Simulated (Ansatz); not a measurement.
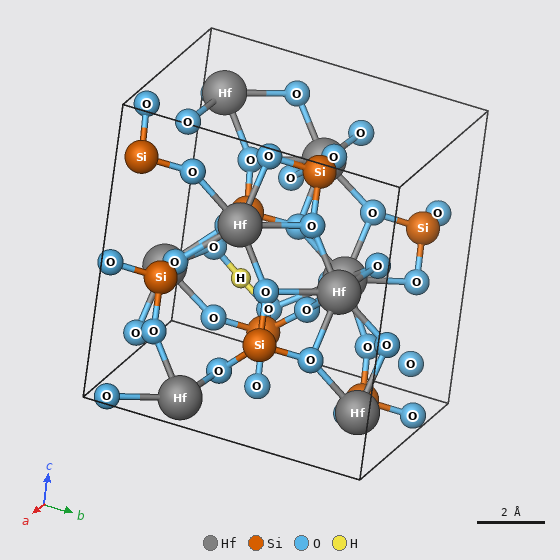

Drawn in the ball-and-stick manner and seen slightly off an axis. The parallelepiped is the supercell. The host is HfSiO4, in a cell of 48 sites, and the cell carries a charge of +1.

Q: What kind of defect was put in?

A: An interstitial hydrogen atom. It is bonded to two O in a nearly linear arrangement at about 1.3 Å. Not all metal-metal contacts are counted.

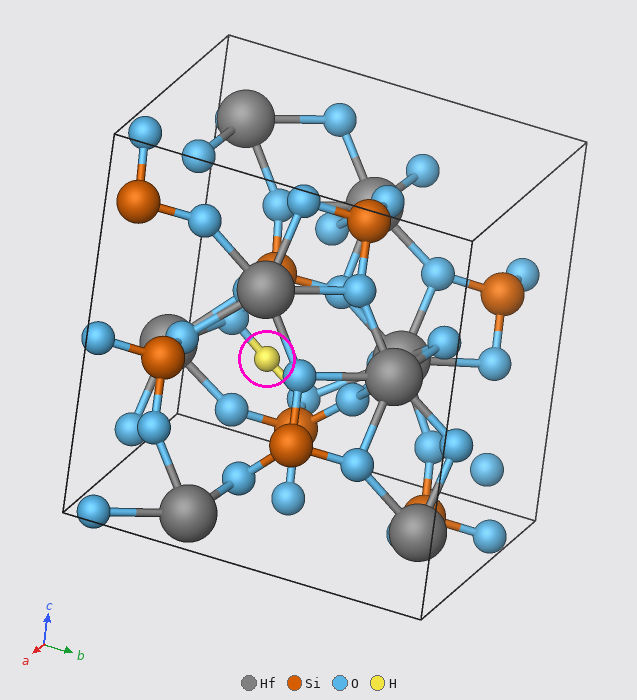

The same cell with a ring at the defect's site.

The atoms were relaxed in the host's cell with Ansatz 0.2.0, DFT PBE, scalar-relativistic, plane waves, PAW.
